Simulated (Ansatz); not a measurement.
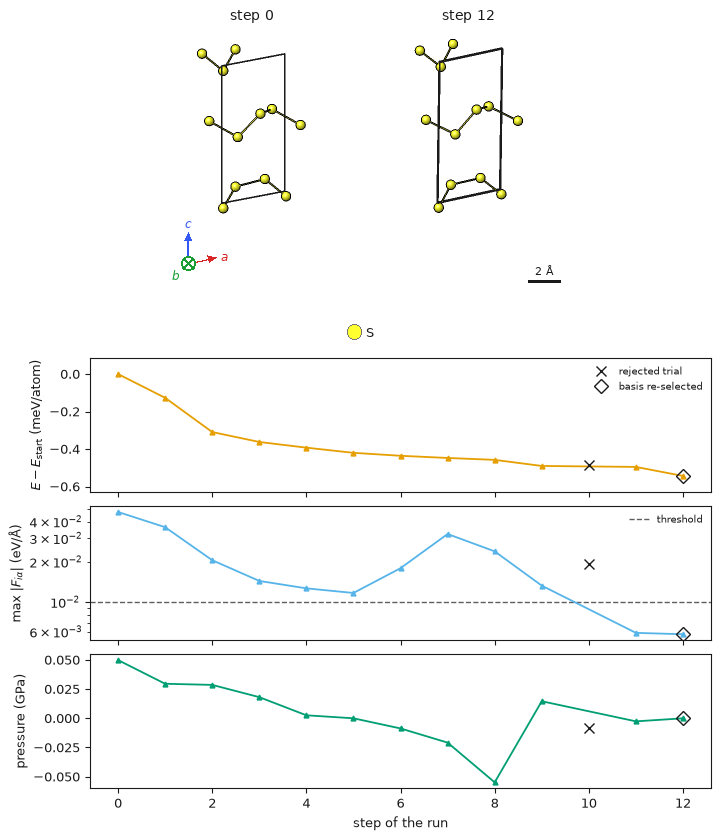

First and last geometry of a relaxation of a crystal of S (built on the random type), with the history of the run. The picture is a ball-and-stick view of the cell of the calculation, seen along the b axis.

Case: random cell without symmetry.

Theory: DFT PBE, scalar-relativistic, plane waves, PAW (Ansatz 0.2.0). Set-up: plane-wave cutoff 420 eV; k-point mesh 8 × 6 × 4; occupations gaussian; smearing width 0.02 eV; no spin polarisation; cell and atoms relaxed; force threshold 0.01 eV/Å; at most 80 steps.

**What do the curves and the structures tell?**

It converged. The largest moves relative to the cell, 0.13 Å, are those of S atoms. The drawn cell changes as follows: a 4.409 → 4.415 Å (+0.2 %), b 5.646 → 5.744 Å (+1.7 %), c 8.741 → 8.973 Å (+2.7 %), α 85.6° → 84.6°, β 78.3° → 76.1°, γ 67.1° → 67.4°; the volume changes by +3.9 %. The space group stays P1 (No. 1). The energy falls by 0.5 meV per atom in 10 accepted moves (12 points after the start). Largest force component: 0.047 eV/Å at the start, 0.0057 eV/Å at the end. The pressure goes from 0.05 to 0.00 GPa. The line search rejected the trial step at point 10 of the run. The SCF was repeated once at an unchanged geometry on a basis and grid sized afresh for the cell, which shifted the energy by less than 0.05 meV per atom at most. The run took of the order of 9 core-minutes on a shared host.
